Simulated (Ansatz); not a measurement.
Here is a crystal structure:

```
Ta
1.0
     2.88799    0.00000    0.00000
    -1.44399    2.50107    0.00000
     0.00000    0.00000    5.11811
Ta
2
Direct
  0.66771 0.35337 0.74801
  0.31434 0.66771 0.25199
```

> What does this file describe?

The element is tantalum. Strictly the space group is P-1 (No. 2, within 0.01 Å). It is a distorted form of a primitive hexagonal structure, space group P6_3/mmc (No. 194) within 0.25 Å: hexagonal close-packed (Mg type). The cell holds two atoms. Ta is linked to twelve Ta in a distorted anticuboctahedral arrangement at 2.89 to 3.10 Å. The bonds build a three-dimensional framework.

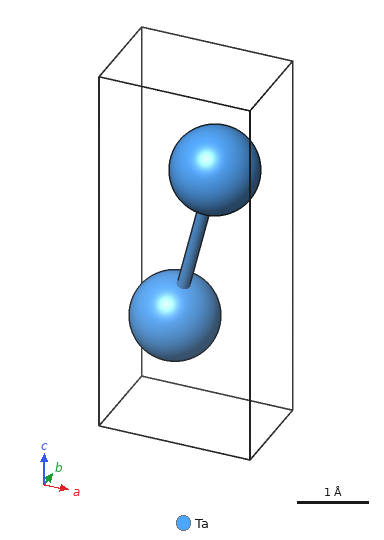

Ball-and-stick representation of a periodic structure, projected slightly off an axis. The unit cell is outlined; an atom on or near a face, edge or corner is repeated at each equivalent position. Colours: tantalum blue.

Starting structure: a structure listed in the Materials Project. The cell was then strained or its atoms displaced on purpose. It was run through Ansatz as a DFT input.
